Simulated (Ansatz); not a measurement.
# Work function of Nb(100): what the settings cost and change, part 2 of 2

Aim: the numerical settings behind the work function of Nb(100), with the cost of each.

Ansatz 0.2.0; plane-wave DFT, PBE, Ansatz PAW.

So far. Step 7 (Run): The work function is 3.730 eV, +0.007 eV from the run “cutoff 420 eV”, at 0.19 times its CPU time.

## 8. Run

input.yaml reads:

```yaml
crystal:
  lattice:
    - [3.3, 0.0, 0.0]
    - [0.0, 3.3, 0.0]
    - [0.0, 0.0, 27.9]
  atoms:
    - { symbol: Nb, position: [0.0, 0.0, 0.3225806452] }
    - { symbol: Nb, position: [0.5, 0.5, 0.3817204301] }
    - { symbol: Nb, position: [0.0, 0.0, 0.4408602151] }
    - { symbol: Nb, position: [0.5, 0.5, 0.5] }
    - { symbol: Nb, position: [0.0, 0.0, 0.5591397849] }
    - { symbol: Nb, position: [0.5, 0.5, 0.6182795699] }
    - { symbol: Nb, position: [0.0, 0.0, 0.6774193548] }
kpoints:
  mp_grid: { grid: [8, 8, 1] }
hamiltonian:
  xc: pbe
scf:
  occupations: { method: fermi_dirac, width: 0.1 }
  convergence: { dr2_threshold: 1.0e-09 }
efield:
  axis: 3
  dipole_correction: true
  ramp_position: 0.97
  ramp_width: 0.06
output:
  write_potential: true
  write_density: true
  volumetric_format: npy
```

Started as:

```sh
ansatz run input.yaml --threads 2 --pin off --max-ram 3072MiB --backend cpu --events-out ev --progress --plain --runs-dir out
```

Numbers of over 12 decimals in the logs are rounded to 6 here.

The program printed:

```text
[...]
Crystal: 7 atoms, lattice volume = 303.831 Å³
Basis set: ecut = 420 eV, 6013 PW (Γ)
Bands: 55, of which v1, the nominal top of the filled ones, is band 46 counted from 1 (45 counted from 0)
Symmetry: 8 space group operations
k-points: 15 of 64
[...]
k-point 0: bands = [... 42 lower, 5.5851, 5.5851, 5.6289, 5.6289, 5.7880, 5.7880, 5.7961, 6.1419, ... 5 higher]
  k-point 1: bands = [... 42 lower, 5.2901, 5.3492, 5.5070, 5.5590, 5.5670, 5.9977, 6.0241, 6.0954, ... 5 higher]
  k-point 2: bands = [... 42 lower, 4.9534, 5.0409, 5.1351, 5.3548, 5.5478, 5.7922, 5.9647, 6.6334, ... 5 higher]
  k-point 14: bands = [... 42 lower, 4.3242, 5.1873, 5.1873, 6.3646, 6.3646, 7.5861, 7.6053, 7.8639, ... 5 higher]
[key lines of the parts left out:]
SCF converged after 11 iterations
Free energy (F): -31862.698952 eV
Fermi energy:    5.403057 eV
Dipole field:    D = -0.000000 V/Å  (p = -0.000000 e·Å, saw-weighted, corrected)
Work function:   Φ+ = 3.7257 eV   Φ− = 3.7257 eV
```

The job ended after 41 s (2 threads of Arm Neoverse N1, shared host; peak memory 0.62 GiB; 63 s of CPU time).

The work function is 3.726 eV, +0.003 eV from the run “cutoff 420 eV”, at 0.53 times its CPU time.

## 9. Slab

input.yaml: that of step 8 with these lines changed.

```diff
@@ -14,3 +14,3 @@
 kpoints:
-  mp_grid: { grid: [8, 8, 1] }
+  mp_grid: { grid: [18, 18, 1] }
 hamiltonian:
```

The program printed:

```text
[...]
Crystal: 7 atoms, lattice volume = 303.831 Å³
Basis set: ecut = 420 eV, 6013 PW (Γ)
Bands: 55, of which v1, the nominal top of the filled ones, is band 46 counted from 1 (45 counted from 0)
Symmetry: 8 space group operations
k-points: 55 of 324
[...]
k-point 0: bands = [... 42 lower, 5.5826, 5.5826, 5.6250, 5.6250, 5.7831, 5.7831, 5.7918, 6.1408, ... 5 higher]
  k-point 1: bands = [... 42 lower, 5.4576, 5.5576, 5.6142, 5.6328, 5.7357, 5.8125, 5.8229, 6.1378, ... 5 higher]
  k-point 2: bands = [... 42 lower, 5.3279, 5.3620, 5.5720, 5.5814, 5.5834, 5.9403, 5.9722, 6.0925, ... 5 higher]
  k-point 54: bands = [... 42 lower, 4.3208, 5.1841, 5.1841, 6.3602, 6.3602, 7.5867, 7.6059, 7.8618, ... 5 higher]
[key lines of the parts left out:]
SCF converged after 11 iterations
Free energy (F): -31862.695398 eV
Fermi energy:    5.407464 eV
Dipole field:    D = 0.000000 V/Å  (p = 0.000000 e·Å, saw-weighted, corrected)
Work function:   Φ+ = 3.7252 eV   Φ− = 3.7253 eV
```

Wall time 2.4 min (2 threads); peak memory 1.1 GiB; 4.1 min of CPU time.

The work function is 3.725 eV, +0.002 eV from the run “cutoff 420 eV”, at 2.0 times its CPU time.

## 10. Run

input.yaml: that of step 9 with these lines changed.

```diff
@@ -14,3 +14,3 @@
 kpoints:
-  mp_grid: { grid: [18, 18, 1] }
+  mp_grid: { grid: [12, 12, 1] }
 hamiltonian:
@@ -18,3 +18,3 @@
 scf:
-  occupations: { method: fermi_dirac, width: 0.1 }
+  occupations: { method: gaussian, width: 0.05 }
   convergence: { dr2_threshold: 1.0e-09 }
```

The program printed:

```text
[...]
Crystal: 7 atoms, lattice volume = 303.831 Å³
Basis set: ecut = 420 eV, 6013 PW (Γ)
Bands: 55, of which v1, the nominal top of the filled ones, is band 46 counted from 1 (45 counted from 0)
Symmetry: 8 space group operations
k-points: 28 of 144
[...]
k-point 0: bands = [... 42 lower, 5.5685, 5.5685, 5.6162, 5.6162, 5.7733, 5.7733, 5.7888, 6.1220, ... 5 higher]
  k-point 1: bands = [... 42 lower, 5.3725, 5.3962, 5.5922, 5.5978, 5.7153, 5.8106, 5.8631, 6.0767, ... 5 higher]
  k-point 2: bands = [... 42 lower, 5.1495, 5.2693, 5.2967, 5.4164, 5.5330, 6.0323, 6.1107, 6.1585, ... 5 higher]
  k-point 27: bands = [... 42 lower, 4.3085, 5.1728, 5.1728, 6.3542, 6.3542, 7.5517, 7.5712, 7.8359, ... 5 higher]
[key lines of the parts left out:]
SCF converged after 11 iterations
Free energy (F): -31862.533975 eV
Fermi energy:    5.410386 eV
Dipole field:    D = -0.000000 V/Å  (p = -0.000000 e·Å, saw-weighted, corrected)
Work function:   Φ+ = 3.7350 eV   Φ− = 3.7350 eV
```

Elapsed: 67 s, on 2 threads; peak memory 0.76 GiB.

The work function is 3.735 eV, +0.012 eV from the run “cutoff 420 eV”, at 0.96 times its CPU time.

## 11. Slab

input.yaml: that of step 10 with these lines changed.

```diff
@@ -18,3 +18,3 @@
 scf:
-  occupations: { method: gaussian, width: 0.05 }
+  occupations: { method: methfessel_paxton, width: 0.2 }
   convergence: { dr2_threshold: 1.0e-09 }
```

The program printed:

```text
[...]
Crystal: 7 atoms, lattice volume = 303.831 Å³
Basis set: ecut = 420 eV, 6013 PW (Γ)
Bands: 55, of which v1, the nominal top of the filled ones, is band 46 counted from 1 (45 counted from 0)
Symmetry: 8 space group operations
k-points: 28 of 144
[...]
k-point 0: bands = [... 42 lower, 5.5704, 5.5704, 5.6177, 5.6177, 5.7757, 5.7757, 5.7893, 6.1243, ... 5 higher]
  k-point 1: bands = [... 42 lower, 5.3758, 5.3979, 5.5929, 5.5996, 5.7175, 5.8135, 5.8663, 6.0794, ... 5 higher]
  k-point 2: bands = [... 42 lower, 5.1525, 5.2726, 5.2999, 5.4180, 5.5343, 6.0347, 6.1144, 6.1616, ... 5 higher]
  k-point 27: bands = [... 42 lower, 4.3108, 5.1747, 5.1747, 6.3545, 6.3545, 7.5571, 7.5766, 7.8386, ... 5 higher]
[key lines of the parts left out:]
SCF converged after 11 iterations
Free energy (F): -31862.527321 eV
Fermi energy:    5.417643 eV
Dipole field:    D = 0.000000 V/Å  (p = 0.000001 e·Å, saw-weighted, corrected)
Work function:   Φ+ = 3.7263 eV   Φ− = 3.7263 eV
```

It took 74 s on 2 threads; peak memory 0.77 GiB.

The work function is 3.726 eV, +0.004 eV from the run “cutoff 420 eV”, at 1.0 times its CPU time.

## 12. Run

input.yaml: that of step 11 with these lines changed.

```diff
@@ -18,3 +18,3 @@
 scf:
-  occupations: { method: methfessel_paxton, width: 0.2 }
+  occupations: { method: fermi_dirac, width: 0.3 }
   convergence: { dr2_threshold: 1.0e-09 }
```

The program printed:

```text
band count auto-derived: 62 (N_el = 91.0; filled up to band 46; 55 by the electrons, moments and atoms)
[...]
Crystal: 7 atoms, lattice volume = 303.831 Å³
Basis set: ecut = 420 eV, 6013 PW (Γ)
Bands: 62, of which v1, the nominal top of the filled ones, is band 46 counted from 1 (45 counted from 0)
Symmetry: 8 space group operations
k-points: 28 of 144
[...]
k-point 0: bands = [... 42 lower, 5.5435, 5.5435, 5.5591, 5.5591, 5.7216, 5.7443, 5.7443, 6.1121, ... 12 higher]
  k-point 1: bands = [... 42 lower, 5.4133, 5.4236, 5.5321, 5.5802, 5.6847, 5.8343, 5.8838, 6.0635, ... 12 higher]
  k-point 2: bands = [... 42 lower, 5.1675, 5.2518, 5.3279, 5.4017, 5.4917, 6.0339, 6.1017, 6.2011, ... 12 higher]
  k-point 27: bands = [... 42 lower, 4.2786, 5.1389, 5.1389, 6.3115, 6.3115, 7.6223, 7.6400, 7.8741, ... 12 higher]
[key lines of the parts left out:]
SCF converged after 10 iterations
Free energy (F): -31863.952694 eV
Fermi energy:    5.375983 eV
Dipole field:    D = 0.000000 V/Å  (p = 0.000000 e·Å, saw-weighted, corrected)
Work function:   Φ+ = 3.7919 eV   Φ− = 3.7919 eV
```

The job ended after 85 s (2 threads; peak memory 0.83 GiB).

The work function is 3.792 eV, +0.069 eV from the run “cutoff 420 eV”, at 1.1 times its CPU time.

## 13. Run

input.yaml: that of step 12 with these lines changed.

```diff
@@ -18,3 +18,3 @@
 scf:
-  occupations: { method: fermi_dirac, width: 0.3 }
+  occupations: { method: cold, width: 0.1 }
   convergence: { dr2_threshold: 1.0e-09 }
```

The program printed:

```text
[...]
Crystal: 7 atoms, lattice volume = 303.831 Å³
Basis set: ecut = 420 eV, 6013 PW (Γ)
Bands: 55, of which v1, the nominal top of the filled ones, is band 46 counted from 1 (45 counted from 0)
Symmetry: 8 space group operations
k-points: 28 of 144
[...]
k-point 0: bands = [... 42 lower, 5.5731, 5.5731, 5.6201, 5.6201, 5.7759, 5.7759, 5.7918, 6.1264, ... 5 higher]
  k-point 1: bands = [... 42 lower, 5.3769, 5.3990, 5.5949, 5.6021, 5.7197, 5.8152, 5.8672, 6.0805, ... 5 higher]
  k-point 2: bands = [... 42 lower, 5.1537, 5.2741, 5.3013, 5.4207, 5.5359, 6.0361, 6.1141, 6.1630, ... 5 higher]
  k-point 27: bands = [... 42 lower, 4.3128, 5.1765, 5.1765, 6.3575, 6.3575, 7.5574, 7.5770, 7.8402, ... 5 higher]
[key lines of the parts left out:]
SCF converged after 12 iterations
Free energy (F): -31862.528866 eV
Fermi energy:    5.420204 eV
Dipole field:    D = -0.000000 V/Å  (p = -0.000000 e·Å, saw-weighted, corrected)
Work function:   Φ+ = 3.7208 eV   Φ− = 3.7208 eV
```

Run time: 74 s. Hardware: 2 threads; peak memory 0.76 GiB; 2.1 min of CPU time.

The work function is 3.721 eV, -0.002 eV from the run “cutoff 420 eV”, at 1.0 times its CPU time.

## 14. Comparing the runs

Times are for 2 threads of Arm Neoverse N1, shared host. The series side by side:

| no. | setting | work function, upper face (eV) | time | memory (GiB) |
| --- | --- | --- | --- | --- |
| 1 | cutoff 200 eV | 3.805 | 30 s | 0.42 |
| 2 | cutoff 300 eV | 3.723 | 52 s | 0.55 |
| 3 | cutoff 420 eV | 3.723 | 71 s | 0.76 |
| 4 | cutoff 600 eV | 3.723 | 2.3 min | 1.1 |
| 5 | mesh 2x2 | 3.810 | 8.2 s | 0.49 |
| 6 | mesh 4x4 | 3.730 | 17 s | 0.49 |
| 7 | mesh 8x8 | 3.726 | 41 s | 0.62 |
| 8 | mesh 18x18 | 3.725 | 2.4 min | 1.1 |
| 9 | Gaussian smearing 0.05 eV | 3.735 | 67 s | 0.76 |
| 10 | methfessel_paxton smearing 0.2 eV | 3.726 | 74 s | 0.77 |
| 11 | fermi_dirac smearing 0.3 eV | 3.792 | 85 s | 0.83 |
| 12 | cold smearing 0.1 eV | 3.721 | 74 s | 0.76 |

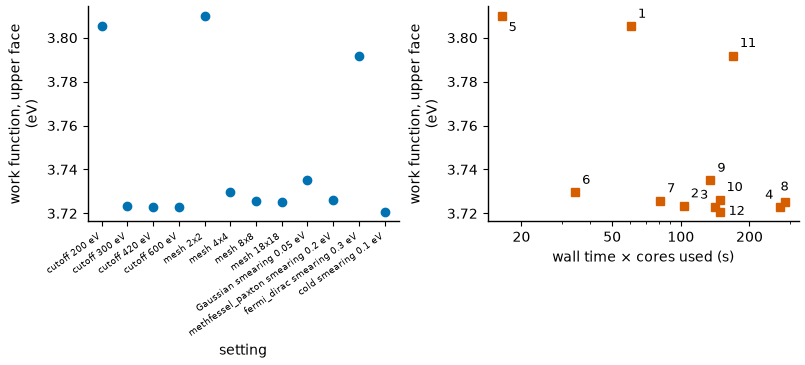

The series as plots; the last panel sets the first result against cost, with the runs numbered as in the table.

## 15. A changed input

An input spoilt on purpose, to show how the run answers: it repeats the earlier run “cutoff 200 eV” with efield.amplitude to 5.0, and scf.max_iter set to 50; its output block differs too.

input.yaml: that of step 13 with these lines changed.

```diff
@@ -18,4 +18,5 @@
 scf:
-  occupations: { method: cold, width: 0.1 }
+  occupations: { method: fermi_dirac, width: 0.1 }
   convergence: { dr2_threshold: 1.0e-09 }
+  max_iter: 50
 efield:
@@ -25,2 +26,5 @@
   ramp_width: 0.06
+  amplitude: 5.0
+basis:
+  ecutwfc: "200 eV"
 output:
```

The program printed:

```text
[...]
Crystal: 7 atoms, lattice volume = 303.831 Å³
Basis set: ecut = 200 eV, 1973 PW (Γ)
Bands: 55, of which v1, the nominal top of the filled ones, is band 46 counted from 1 (45 counted from 0)
Symmetry: 8 space group operations
k-points: 28 of 144
[...]
SCF iter   1: F=—  HF=-31874.262853 eV  |F-HF|=—  |Δ(HF+E_count)|=         —  Δρ=8.11e-2  dr2=2.86e2  ethr=3.10e-3  p=4.216 e·Å  D=2.51e0 V/Å  ΔV_dip=-70.05 eV  dr2_dipole=1.06e1  V_vac-E_F(+/−)=37.76/3.39 eV  ⟨swp⟩=13.4  Hψ=10527  notcnv=0
[...]
SCF iter  17: F=-31856.840524 eV  HF=-31856.840524 eV  |F-HF|=1.24e-10  |Δ(HF+E_count)|=  2.62e-10  Δρ=1.27e-7  dr2=9.54e-11  ethr=1.10e-12  p=4.206 e·Å  D=2.50e0 V/Å  ΔV_dip=-69.88 eV  dr2_dipole=6.01e-13  V_vac-E_F(+/−)=33.03/-0.89 eV  ⟨swp⟩=27.8  Hψ=9084  notcnv=0
[...]
SCF 1 converged in 17 iterations: F = -31856.840524 eV  dr2 = 9.54e-11
[...]
SCF converged after 17 iterations
Free energy (F): -31856.840524 eV
[...]
Internal energy: -31856.518286 eV  (E = F + TS)
E sigma→0 (E₀):  -31856.679405 eV
Entropy (-TS):   -0.322238 eV (-46.034 meV/atom)
Fermi energy:    4.058613 eV
Dipole field:    D = 2.504761 V/Å  (p = 4.205684 e·Å, saw-weighted, corrected)
Work function:   not extracted (applied field tilts the vacuum); planar V_es + V_field profile in the machine report
[...]
--- Band table (eV; the first three rows and the last of 28) ---
  k-point 0: bands = [... 42 lower, 4.1375, 4.2214, 4.2677, 4.2677, 4.4976, 4.4976, 4.6750, 5.0312, ... 5 higher]
  k-point 1: bands = [... 42 lower, 3.9752, 4.1873, 4.1963, 4.3282, 4.3753, 4.4482, 4.7637, 4.9576, ... 5 higher]
  k-point 2: bands = [... 42 lower, 3.7159, 3.9037, 3.9953, 4.0646, 4.2567, 4.4985, 4.7367, 4.7509, ... 5 higher]
  k-point 27: bands = [... 42 lower, 3.1179, 3.9863, 3.9863, 5.1877, 5.1877, 6.1920, 6.4897, 6.6959, ... 5 higher]
```

Run time: 69 s. Hardware: 2 threads; peak memory 0.4 GiB.

The fault (a field far too strong) makes this run a check alone; its numbers are not taken further.

## 16. What came out

| Quantity | Value |
| --- | --- |
| work function, cutoff 420 eV | 3.723 eV |
| work function, cutoff 600 eV | 3.723 eV |
| work function, mesh 2x2 | 3.810 eV |
| work function, cold smearing 0.1 eV | 3.721 eV |

**Reading.** The run at the highest cutoff gives 3.72 eV, and the settings tried spread the value from 3.72 to 3.81 eV. Against 600 eV, a cutoff of 200 eV is off by +0.082 eV. Against 600 eV, a cutoff of 420 eV is off by -0.000 eV. Against the finest mesh, 18 points along a, the coarser ones are off by +0.08 (2), +0.00 (4) and +0.00 (8) eV. The smearing schemes and widths spread it over 0.07 eV. The ladder's slabs use the tabulated experimental lattice constant (two decimals; a low-temperature value for the alkali metals). This open face is not relaxed here, and relaxation moves such faces by up to a few tenths of an eV. In 1 run of the series (cutoff 200 eV) the program warns that electrons reach the sawtooth's ramp, which makes dipole and work function less sure.

Computed beside measured:

| quantity | measured | cutoff 600 eV |
| --- | --- | --- |
| work function (clean (100) face, a compiled value) (eV) | 3.97 | 3.72 (-0.25 eV) |

Measured values from arxiv:1902.07811 (2019).

Verdict: The work function is off by -0.25 eV: fair agreement. The grades are ours: good and fair within 3 and 7 % for the work function. No cell relaxation is part of this session.

[Logs are printed without paths, hosts, clocks, repeated set-up lines and the standing remarks that a program may print on its own settings, such as how far it seeks lower states.]

[Hosts, paths, dates, database ids (printed as entryN), source tags and the programs' standing remarks are cut or masked in the printed files.]

[Maps of the electrostatic potential energy from Ansatz leave out the sawtooth potential of an applied field or a dipole correction, so their vacuum need not be flat; planar profiles and work functions include it.]
